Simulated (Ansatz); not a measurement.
Geometry relaxation of MgO (part 1 of 3)

MgO (slab, 36 atoms in the cell), computed with DFT PBE, scalar-relativistic, plane waves, PAW, no spin polarisation (Ansatz 0.2.0).

The structure derives from an entry of the Crystallography Open Database. The input holds or restrains some coordinates. Forces given for the steps count only the free coordinates. It belongs to a series of runs on one base structure; here: flat (0 0 1) slab.

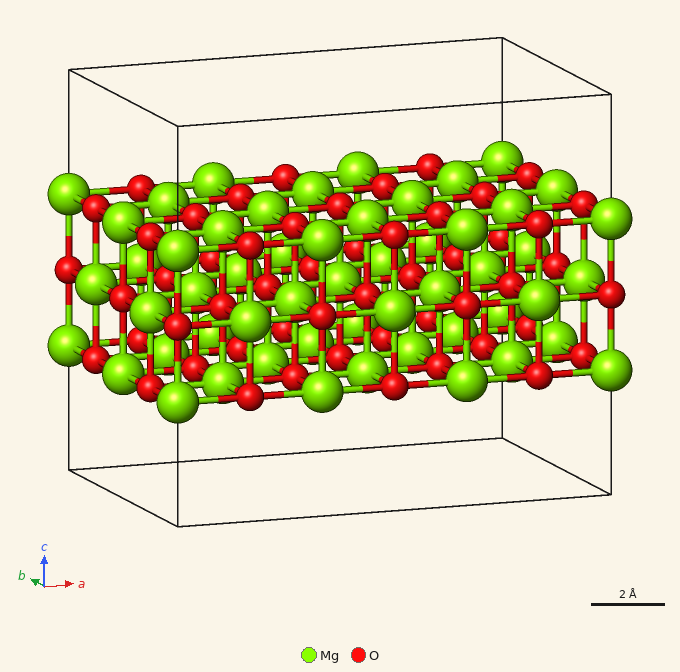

*The input geometry (ball-and-stick view of the 1 × 2 repeat of the cell, with the vacuum cut short, seen slightly off an axis). An atom can appear more than once, as a periodic image.*

Input:
```yaml
crystal:
  lattice:
    - [12.7611135581, 0.0, 0.0]
    - [0.0, 4.2537045194, 0.0]
    - [0.0, 0.0, 18.380556779]
  atoms:
    - { symbol: Mg, position: [0.0, 0.0, 0.081607974] }
    - { symbol: O, position: [0.1666666667, 0.0, 0.081607974] }
    - { symbol: Mg, position: [0.0, 0.5, 0.1973200433] }
    - { symbol: O, position: [0.1666666667, 0.5, 0.1973200433] }
    - { symbol: Mg, position: [0.1666666667, 0.0, 0.1973200433] }
    - { symbol: O, position: [0.0, 0.0, 0.1973200433] }
    - { symbol: Mg, position: [0.1666666667, 0.5, 0.081607974] }
    - { symbol: O, position: [0.0, 0.5, 0.081607974] }
    - { symbol: Mg, position: [0.3333333333, 0.0, 0.081607974] }
    - { symbol: O, position: [0.5, 0.0, 0.081607974] }
    - { symbol: Mg, position: [0.3333333333, 0.5, 0.1973200433] }
    - { symbol: O, position: [0.5, 0.5, 0.1973200433] }
    - { symbol: Mg, position: [0.5, 0.0, 0.1973200433] }
    - { symbol: O, position: [0.3333333333, 0.0, 0.1973200433] }
    - { symbol: Mg, position: [0.5, 0.5, 0.081607974] }
    - { symbol: O, position: [0.3333333333, 0.5, 0.081607974] }
    - { symbol: Mg, position: [0.6666666667, 0.0, 0.081607974] }
    - { symbol: O, position: [0.8333333333, 0.0, 0.081607974] }
    - { symbol: Mg, position: [0.6666666667, 0.5, 0.1973200433] }
    - { symbol: O, position: [0.8333333333, 0.5, 0.1973200433] }
    - { symbol: Mg, position: [0.8333333333, 0.0, 0.1973200433] }
    - { symbol: O, position: [0.6666666667, 0.0, 0.1973200433] }
    - { symbol: Mg, position: [0.8333333333, 0.5, 0.081607974] }
    - { symbol: O, position: [0.6666666667, 0.5, 0.081607974] }
    - { symbol: Mg, position: [0.0, 0.0, 0.3130321126] }
    - { symbol: O, position: [0.1666666667, 0.0, 0.3130321126] }
    - { symbol: Mg, position: [0.1666666667, 0.5, 0.3130321126] }
    - { symbol: O, position: [0.0, 0.5, 0.3130321126] }
    - { symbol: Mg, position: [0.3333333333, 0.0, 0.3130321126] }
    - { symbol: O, position: [0.5, 0.0, 0.3130321126] }
    - { symbol: Mg, position: [0.5, 0.5, 0.3130321126] }
    - { symbol: O, position: [0.3333333333, 0.5, 0.3130321126] }
    - { symbol: Mg, position: [0.6666666667, 0.0, 0.3130321126] }
    - { symbol: O, position: [0.8333333333, 0.0, 0.3130321126] }
    - { symbol: Mg, position: [0.8333333333, 0.5, 0.3130321126] }
    - { symbol: O, position: [0.6666666667, 0.5, 0.3130321126] }
basis:
  ecutwfc: 420
kpoints:
  mp_grid: { grid: [2, 6, 1] }
hamiltonian:
  xc: pbe
scf:
  occupations: { method: gaussian, width: 0.05 }
output:
  forces: true
  eigenvalues: true
  populations: true
  write_density: true
  write_potential: true
  elf: true
  volumetric_format: npy
relax:
  adjacent_minimum: "off"
  f_tol: 0.02
  max_steps: 45
  constraints: [{ sites: [0, 1, 6, 7, 8, 9, 14, 15, 16, 17, 22, 23] }]
efield:
  axis: 3
  dipole_correction: true
  ramp_width: 0.04
```

Launched with:
```bash
ansatz run input.yaml --threads 4 --pin off --max-ram 11264MiB --backend cpu --events-out ev --progress --plain --runs-dir out
```

What the program printed:
```
Engine: ansatz 0.2.0, x86_64-unknown-linux-gnu
Pseudopotentials: kind: paw
Pseudopotential: Mg, paw, valence charge 10, recommended cutoff 420 eV (normal), Mg.paw.azcp
Pseudopotential: O, paw, valence charge 6, recommended cutoff 420 eV (normal), O.paw.azcp
Functional definition: PBE
  parameter kappa = 0.804
  parameter beta = 0.06672455060314922
  exchange = pbe_x(kappa = kappa, mu = beta*pi^2/3)
  correlation = pbe_c(beta = beta)
Crystal: 36 atoms, lattice volume = 997.734 Å³
Basis set: ecut = 420 eV, 19505 PW (Γ), exchange–correlation on 180×60×250 points (8 copies of the dense FFT grid, shifted against one another)
Bands: 180, of which v1, the nominal top of the filled ones, is band 144 counted from 1 (143 counted from 0)
Symmetry: 24 space group operations
k-points: 8 of 12
Non-local potential: Mg, projectors of the file, l = 0: 3, l = 1: 2, l = 2: 1
Non-local potential: O, projectors of the file, l = 0: 2, l = 1: 2, l = 2: 1
PAW form: soft (Blöchl's): semilocal exchange-correlation on the pseudo side does not see the compensation charge
PAW one-centre angular grid: Mg, 110 points (default); XC on 64 Gauss nodes
PAW one-centre angular grid: O, 110 points (default); XC on 64 Gauss nodes
Initial density: superposition of atomic densities (neutral atoms: chi_scale 0, normalization atom), corrected by the library's trained network
Initial wavefunctions: pseudopotential atomic-orbital guess
Functional: x = pbe(κ = 0.804, μ = 0.2195149727645171), c = pbe(β = 0.06672455060314922)
SCF iter   1: F=—  HF=-44888.390180 eV  |F-HF|=—  |Δ(HF+E_count)|=         —  Δρ=1.31e-3  dr2=3.55e-2  ethr=1.77e-3  p=-0.000 e·Å  D=-3.53e-6 V/Å  ΔV_dip=0.00 eV  dr2_dipole=1.05e-9  V_vac-E_F(+/−)=3.52/3.53 eV  ⟨swp⟩=7.8  Hψ=6405  notcnv=0  defer=60
efield: sawtooth ramp at fractional position 0.6773 (placed from the atoms, in the widest stretch of the axis that holds none; the zero of the levels goes with the place), width 0.0400; the density the first Hamiltonian is built on has a dipole p = -0.000 e·Å; the dipole correction subtracts the counter field D = -3.53e-6 V/Å, which shifts the + side's vacuum level by +0.00 eV against the − side's; the planar-averaged density in the ramp window peaks in size at 6.2e-5 e/Å³
preconditioner: auto → Resta (q_TF=auto, 2.218 Å⁻¹)  ε∞=2.3  [insulator: Δε(μ)=3.261 eV  Ē_g=12.546 eV  σ=0.050 eV  W_gap=1.00  n_scr=190 (ndim 8)  ℏωp=14.1 eV  f_vac=0.598  D(μ)=0.00/eV (n_scr^D=0)  ε∞_Penn≈2.3  vacuum switching on, ρ_ref=1.1e-2 e/Å³]
SCF iter   2: F=—  HF=-44888.383630 eV  |F-HF|=—  |Δ(HF+E_count)|=   6.55e-3  Δρ=8.64e-4  dr2=5.73e-3  ethr=1.23e-5  p=0.000 e·Å  D=2.52e-6 V/Å  ΔV_dip=-0.00 eV  dr2_dipole=2.89e-10  V_vac-E_F(+/−)=3.41/3.41 eV  ⟨swp⟩=2.5  Hψ=2245  notcnv=0  defer=243
SCF iter   3: F=—  HF=-44888.378857 eV  |F-HF|=—  |Δ(HF+E_count)|=   4.77e-3  Δρ=3.64e-4  dr2=1.50e-3  ethr=1.99e-6  p=0.000 e·Å  D=1.08e-5 V/Å  ΔV_dip=-0.00 eV  dr2_dipole=8.57e-9  V_vac-E_F(+/−)=3.35/3.35 eV  ⟨swp⟩=2.1  Hψ=1819  notcnv=0  defer=243
SCF iter   4: F=—  HF=-44888.379200 eV  |F-HF|=—  |Δ(HF+E_count)|=   3.43e-4  Δρ=1.32e-4  dr2=1.37e-4  ethr=5.21e-7  p=-0.000 e·Å  D=-6.57e-7 V/Å  ΔV_dip=0.00 eV  dr2_dipole=3.09e-10  V_vac-E_F(+/−)=3.32/3.32 eV  ⟨swp⟩=2.0  Hψ=1782  notcnv=0  defer=243
SCF iter   5: F=—  HF=-44888.379249 eV  |F-HF|=—  |Δ(HF+E_count)|=   4.98e-5  Δρ=4.41e-5  dr2=1.48e-5  ethr=4.77e-8  p=-0.000 e·Å  D=-4.98e-6 V/Å  ΔV_dip=0.00 eV  dr2_dipole=1.19e-10  V_vac-E_F(+/−)=3.31/3.31 eV  ⟨swp⟩=2.1  Hψ=1784  notcnv=0  defer=243
iter 6 did not close the SCF: its close was put off until two iterations running show no level that it waits for move by more than its bar (scf_convergence_deferred on its scf_iter line)
SCF iter   6: F=-44888.379250 eV  HF=-44888.379247 eV  |F-HF|=2.89e-6  |Δ(HF+E_count)|=   2.33e-6  Δρ=1.37e-5  dr2=1.15e-6  ethr=3.47e-9  p=-0.000 e·Å  D=-4.09e-6 V/Å  ΔV_dip=0.00 eV  dr2_dipole=8.76e-12  V_vac-E_F(+/−)=3.31/3.31 eV  ⟨swp⟩=40.1  Hψ=15716  notcnv=0
iter 7 did not close the SCF: its close was put off until two iterations running show no level that it waits for move by more than its bar (scf_convergence_deferred on its scf_iter line)
SCF iter   7: F=-44888.379250 eV  HF=-44888.379250 eV  |F-HF|=1.10e-7  |Δ(HF+E_count)|=   3.16e-6  Δρ=4.26e-6  dr2=1.35e-7  ethr=4.01e-10  p=-0.000 e·Å  D=-3.49e-6 V/Å  ΔV_dip=0.00 eV  dr2_dipole=1.35e-12  V_vac-E_F(+/−)=3.31/3.31 eV  ⟨swp⟩=15.0  Hψ=11374  notcnv=0
iter 8 did not close the SCF: its close was put off until two iterations running show no level that it waits for move by more than its bar (scf_convergence_deferred on its scf_iter line)
SCF iter   8: F=-44888.379250 eV  HF=-44888.379250 eV  |F-HF|=8.16e-9  |Δ(HF+E_count)|=   1.80e-7  Δρ=1.64e-6  dr2=1.93e-8  ethr=4.69e-11  p=-0.000 e·Å  D=-3.87e-6 V/Å  ΔV_dip=0.00 eV  dr2_dipole=3.82e-13  V_vac-E_F(+/−)=3.31/3.31 eV  ⟨swp⟩=12.6  Hψ=10265  notcnv=0
iter 9 did not close the SCF: its close was put off until two iterations running show no level that it waits for move by more than its bar (scf_convergence_deferred on its scf_iter line)
SCF iter   9: F=-44888.379250 eV  HF=-44888.379250 eV  |F-HF|=1.86e-9  |Δ(HF+E_count)|=   2.73e-9  Δρ=5.48e-7  dr2=2.33e-9  ethr=6.71e-12  p=-0.000 e·Å  D=-3.59e-6 V/Å  ΔV_dip=0.00 eV  dr2_dipole=7.36e-14  V_vac-E_F(+/−)=3.31/3.31 eV  ⟨swp⟩=8.9  Hψ=8390  notcnv=0
SCF iter  10: F=-44888.379250 eV  HF=-44888.379250 eV  |F-HF|=1.31e-10  |Δ(HF+E_count)|=  5.09e-10  Δρ=1.01e-7  dr2=6.79e-11  ethr=1.00e-12  p=-0.000 e·Å  D=-3.71e-6 V/Å  ΔV_dip=0.00 eV  dr2_dipole=1.90e-16  V_vac-E_F(+/−)=3.31/3.31 eV  ⟨swp⟩=7.0  Hψ=7540  notcnv=0
the search or the solves at the SCF's close seem to have found levels that the self-consistency loop had missed (the run counts 1). By its estimate they hold under 1e-12 electrons; where the run keeps them, the occupations were computed again with them
SCF 1 converged in 10 iterations: F = -44888.379250 eV  dr2 = 6.79e-11
  greatest PAW one-centre occupation: 1.000 electrons in one spin orbital (limit 2), on the Mg atom at site 20 (counted from 0), in its partial waves of l = 0
relax step   1: F+E_penalty+E_count = -44888.37925049 eV  Δ(F+E_penalty+E_count) = +0.000e0 eV  max|allowed force component| = 4.406e-1 eV/Å  Δτ_max = 0.0000 Å  (10 SCF iters, dr2 threshold 1.00e-5 eV, accepted)
Initial density: handed on by an earlier stage of this run
Initial wavefunctions: those handed on with the density
iter 1 solved again at ethr=1.96e-5 eV; its pass at ethr=3.10e-3 eV (dr2=5.65e-2 eV) is discarded
SCF iter   1: F=—  HF=-44888.469391 eV  |F-HF|=—  |Δ(HF+E_count)|=         —  Δρ=1.10e-3  dr2=5.87e-2  ethr=1.96e-5  p=-0.000 e·Å  D=-3.33e-6 V/Å  ΔV_dip=0.00 eV  dr2_dipole=6.18e-3  V_vac-E_F(+/−)=3.30/3.30 eV  ⟨swp⟩=2.0  Hψ=3739  notcnv=0  defer=244
efield: sawtooth ramp at fractional position 0.6773 (handed on by an earlier solve), width 0.0400; the density the first Hamiltonian is built on has a dipole p = -0.000 e·Å; the dipole correction subtracts the counter field D = -3.33e-6 V/Å, which shifts the + side's vacuum level by +0.00 eV against the − side's; the planar-averaged density in the ramp window peaks in size at 7.5e-6 e/Å³
preconditioner: auto → Resta (q_TF=auto, 2.218 Å⁻¹)  ε∞=2.3  [insulator: Δε(μ)=3.223 eV  Ē_g=12.558 eV  σ=0.050 eV  W_gap=1.00  n_scr=190 (ndim 8)  ℏωp=14.1 eV  f_vac=0.599  D(μ)=0.00/eV (n_scr^D=0)  ε∞_Penn≈2.3  vacuum switching on, ρ_ref=1.1e-2 e/Å³]
SCF iter   2: F=—  HF=-44888.450180 eV  |F-HF|=—  |Δ(HF+E_count)|=   1.92e-2  Δρ=4.44e-4  dr2=5.40e-3  ethr=1.96e-5  p=-0.064 e·Å  D=-1.15e-2 V/Å  ΔV_dip=0.21 eV  dr2_dipole=4.20e-4  V_vac-E_F(+/−)=3.49/3.28 eV  ⟨swp⟩=2.0  Hψ=1658  notcnv=0  defer=244
SCF iter   3: F=—  HF=-44888.441992 eV  |F-HF|=—  |Δ(HF+E_count)|=   8.19e-3  Δρ=2.21e-4  dr2=4.51e-4  ethr=1.88e-6  p=-0.087 e·Å  D=-1.57e-2 V/Å  ΔV_dip=0.29 eV  dr2_dipole=2.67e-6  V_vac-E_F(+/−)=3.56/3.27 eV  ⟨swp⟩=2.0  Hψ=1818  notcnv=0  defer=244
SCF iter   4: F=—  HF=-44888.441919 eV  |F-HF|=—  |Δ(HF+E_count)|=   7.38e-5  Δρ=9.22e-5  dr2=6.50e-5  ethr=1.57e-7  p=-0.089 e·Å  D=-1.61e-2 V/Å  ΔV_dip=0.30 eV  dr2_dipole=8.65e-7  V_vac-E_F(+/−)=3.57/3.27 eV  ⟨swp⟩=2.5  Hψ=1872  notcnv=0  defer=244
SCF iter   5: F=-44888.441933 eV  HF=-44888.441936 eV  |F-HF|=2.98e-6  |Δ(HF+E_count)|=   1.70e-5  Δρ=3.24e-5  dr2=9.24e-6  ethr=4.21e-9  p=-0.091 e·Å  D=-1.65e-2 V/Å  ΔV_dip=0.30 eV  dr2_dipole=9.76e-9  V_vac-E_F(+/−)=3.57/3.27 eV  ⟨swp⟩=25.6  Hψ=15773  notcnv=0
SCF 2 converged in 5 iterations: F = -44888.441933 eV  dr2 = 9.24e-6
relax step   2: F+E_penalty+E_count = -44888.44193256 eV  Δ(F+E_penalty+E_count) = -6.268e-2 eV  max|allowed force component| = 9.524e-2 eV/Å  Δτ_max = 0.0236 Å  (5 SCF iters, dr2 threshold 1.21e-5 eV, accepted)
SCF iter   1: F=—  HF=-44888.451301 eV  |F-HF|=—  |Δ(HF+E_count)|=         —  Δρ=1.74e-4  dr2=1.96e-3  ethr=2.97e-6  p=-0.091 e·Å  D=-1.65e-2 V/Å  ΔV_dip=0.30 eV  dr2_dipole=7.60e-4  V_vac-E_F(+/−)=3.57/3.27 eV  ⟨swp⟩=2.0  Hψ=2198  notcnv=0  defer=156
efield: sawtooth ramp at fractional position 0.6773 (handed on by an earlier solve), width 0.0400; the density the first Hamiltonian is built on has a dipole p = -0.091 e·Å; the dipole correction subtracts the counter field D = -1.65e-2 V/Å, which shifts the + side's vacuum level by +0.30 eV against the − side's; the planar-averaged density in the ramp window peaks in size at 7.2e-6 e/Å³
preconditioner: auto → Resta (q_TF=auto, 2.218 Å⁻¹)  ε∞=2.2  [insulator: Δε(μ)=3.273 eV  Ē_g=12.637 eV  σ=0.050 eV  W_gap=1.00  n_scr=190 (ndim 8)  ℏωp=14.1 eV  f_vac=0.598  D(μ)=0.00/eV (n_scr^D=0)  ε∞_Penn≈2.2  vacuum switching on, ρ_ref=1.2e-2 e/Å³]
SCF iter   2: F=—  HF=-44888.450539 eV  |F-HF|=—  |Δ(HF+E_count)|=   7.62e-4  Δρ=7.62e-5  dr2=1.29e-4  ethr=6.79e-7  p=-0.112 e·Å  D=-2.03e-2 V/Å  ΔV_dip=0.37 eV  dr2_dipole=3.82e-5  V_vac-E_F(+/−)=3.62/3.24 eV  ⟨swp⟩=2.0  Hψ=2074  notcnv=0  defer=160
SCF iter   3: F=—  HF=-44888.444062 eV  |F-HF|=—  |Δ(HF+E_count)|=   6.48e-3  Δρ=4.34e-5  dr2=1.53e-5  ethr=4.48e-8  p=-0.118 e·Å  D=-2.14e-2 V/Å  ΔV_dip=0.39 eV  dr2_dipole=4.96e-8  V_vac-E_F(+/−)=3.63/3.24 eV  ⟨swp⟩=2.2  Hψ=2357  notcnv=0  defer=160
SCF iter   4: F=—  HF=-44888.444060 eV  |F-HF|=—  |Δ(HF+E_count)|=   2.14e-6  Δρ=2.08e-5  dr2=2.55e-6  ethr=5.32e-9  p=-0.118 e·Å  D=-2.14e-2 V/Å  ΔV_dip=0.39 eV  dr2_dipole=4.09e-9  V_vac-E_F(+/−)=3.63/3.24 eV  ⟨swp⟩=2.8  Hψ=1781  notcnv=0  defer=160
SCF iter   5: F=-44888.444060 eV  HF=-44888.444060 eV  |F-HF|=2.44e-8  |Δ(HF+E_count)|=   8.25e-7  Δρ=5.56e-6  dr2=2.22e-7  ethr=1.97e-10  p=-0.118 e·Å  D=-2.15e-2 V/Å  ΔV_dip=0.39 eV  dr2_dipole=3.91e-10  V_vac-E_F(+/−)=3.63/3.24 eV  ⟨swp⟩=20.1  Hψ=12244  notcnv=0
SCF 3 converged in 5 iterations: F = -44888.444060 eV  dr2 = 2.22e-7
  Residual-converged pass: ⟨swp⟩=1.0  Hψ=1472  notcnv=0  max |occ|·‖R‖ = 6.8e-9 eV (tolerance 1.0e-8 eV)  dr2=2.22e-7  dr2_onsite=2.53e-8  max |Δocc| = 0.0e0
relax step   3: F+E_penalty+E_count = -44888.44406045 eV  Δ(F+E_penalty+E_count) = -2.128e-3 eV  max|allowed force component| = 2.571e-2 eV/Å  Δτ_max = 0.0028 Å  (5 SCF iters, dr2 threshold 5.67e-7 eV, accepted)
SCF iter   1: F=—  HF=-44888.450661 eV  |F-HF|=—  |Δ(HF+E_count)|=         —  Δρ=6.13e-5  dr2=1.99e-4  ethr=7.09e-7  p=-0.118 e·Å  D=-2.15e-2 V/Å  ΔV_dip=0.39 eV  dr2_dipole=6.39e-5  V_vac-E_F(+/−)=3.63/3.24 eV  ⟨swp⟩=2.0  Hψ=2138  notcnv=0
efield: sawtooth ramp at fractional position 0.6773 (handed on by an earlier solve), width 0.0400; the density the first Hamiltonian is built on has a dipole p = -0.118 e·Å; the dipole correction subtracts the counter field D = -2.15e-2 V/Å, which shifts the + side's vacuum level by +0.39 eV against the − side's; the planar-averaged density in the ramp window peaks in size at 7.2e-6 e/Å³
preconditioner: auto → Resta (q_TF=auto, 2.218 Å⁻¹)  ε∞=2.2  [insulator: Δε(μ)=3.252 eV  Ē_g=12.641 eV  σ=0.050 eV  W_gap=1.00  n_scr=190 (ndim 8)  ℏωp=14.1 eV  f_vac=0.598  D(μ)=0.00/eV (n_scr^D=0)  ε∞_Penn≈2.2  vacuum switching on, ρ_ref=1.2e-2 e/Å³]
SCF iter   2: F=—  HF=-44888.450590 eV  |F-HF|=—  |Δ(HF+E_count)|=   7.05e-5  Δρ=2.63e-5  dr2=1.41e-5  ethr=6.91e-8  p=-0.124 e·Å  D=-2.26e-2 V/Å  ΔV_dip=0.41 eV  dr2_dipole=2.98e-6  V_vac-E_F(+/−)=3.64/3.23 eV  ⟨swp⟩=2.0  Hψ=2076  notcnv=0
SCF iter   3: F=—  HF=-44888.444197 eV  |F-HF|=—  |Δ(HF+E_count)|=   6.39e-3  Δρ=1.78e-5  dr2=2.08e-6  ethr=4.90e-9  p=-0.126 e·Å  D=-2.29e-2 V/Å  ΔV_dip=0.42 eV  dr2_dipole=4.92e-10  V_vac-E_F(+/−)=3.65/3.23 eV  ⟨swp⟩=2.8  Hψ=2394  notcnv=0
SCF iter   4: F=—  HF=-44888.444197 eV  |F-HF|=—  |Δ(HF+E_count)|=   1.40e-8  Δρ=9.19e-6  dr2=3.61e-7  ethr=7.24e-10  p=-0.126 e·Å  D=-2.29e-2 V/Å  ΔV_dip=0.42 eV  dr2_dipole=2.37e-9  V_vac-E_F(+/−)=3.65/3.23 eV  ⟨swp⟩=2.2  Hψ=1692  notcnv=0
SCF iter   5: F=—  HF=-44888.444198 eV  |F-HF|=—  |Δ(HF+E_count)|=   3.17e-7  Δρ=4.35e-6  dr2=1.15e-7  ethr=3.47e-11  p=-0.126 e·Å  D=-2.29e-2 V/Å  ΔV_dip=0.42 eV  dr2_dipole=4.93e-11  V_vac-E_F(+/−)=3.65/3.23 eV  ⟨swp⟩=16.8  Hψ=11527  notcnv=0
SCF iter   6: F=-44888.444198 eV  HF=-44888.444198 eV  |F-HF|=1.94e-9  |Δ(HF+E_count)|=   1.78e-8  Δρ=1.24e-6  dr2=6.94e-9  ethr=3.47e-11  p=-0.126 e·Å  D=-2.29e-2 V/Å  ΔV_dip=0.42 eV  dr2_dipole=1.29e-11  V_vac-E_F(+/−)=3.65/3.23 eV  ⟨swp⟩=10.0  Hψ=9266  notcnv=0
SCF 4 converged in 6 iterations: F = -44888.444198 eV  dr2 = 6.94e-9
relax step   4: F+E_penalty+E_count = -44888.44419757 eV  Δ(F+E_penalty+E_count) = -1.371e-4 eV  max|allowed force component| = 7.610e-4 eV/Å  Δτ_max = 0.0011 Å  (6 SCF iters, accepted)
```

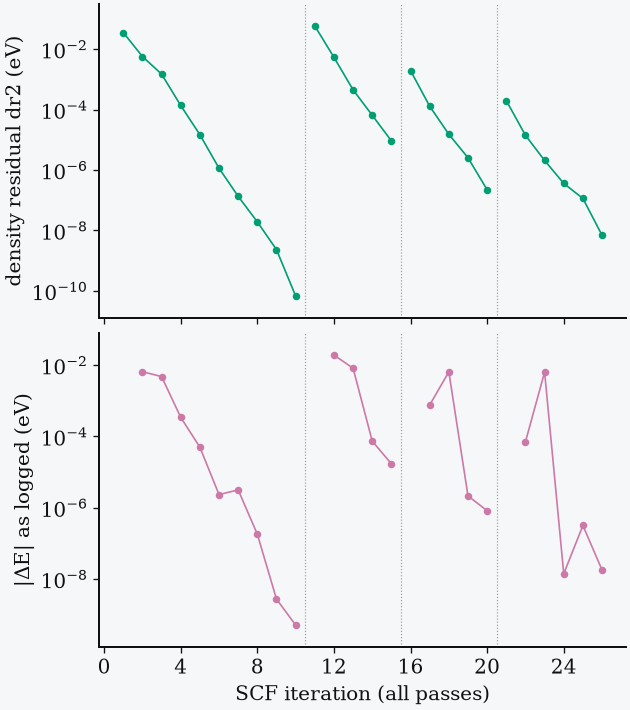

*Convergence of the self-consistent field: density residual dr2 and size of the energy change against the SCF iteration. The dotted lines part the SCF passes of the relaxation: geometry steps, rejected trials and re-solves on a re-selected basis.*

The passes take 10, 5, 5 and 6 iterations.

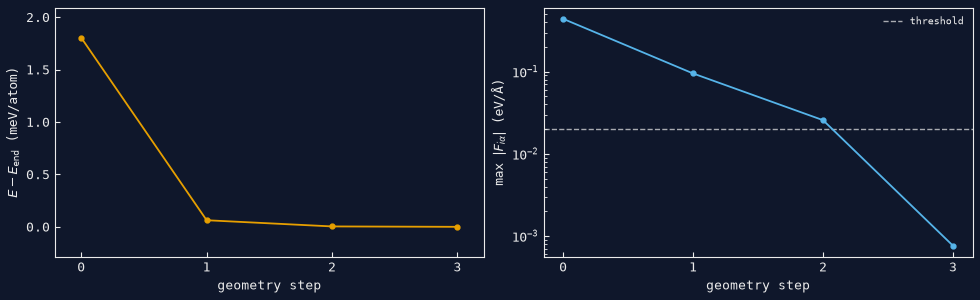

*Progress of the restrained relaxation, step by step (the first geometry is step 0 here and step 1 in the log).*
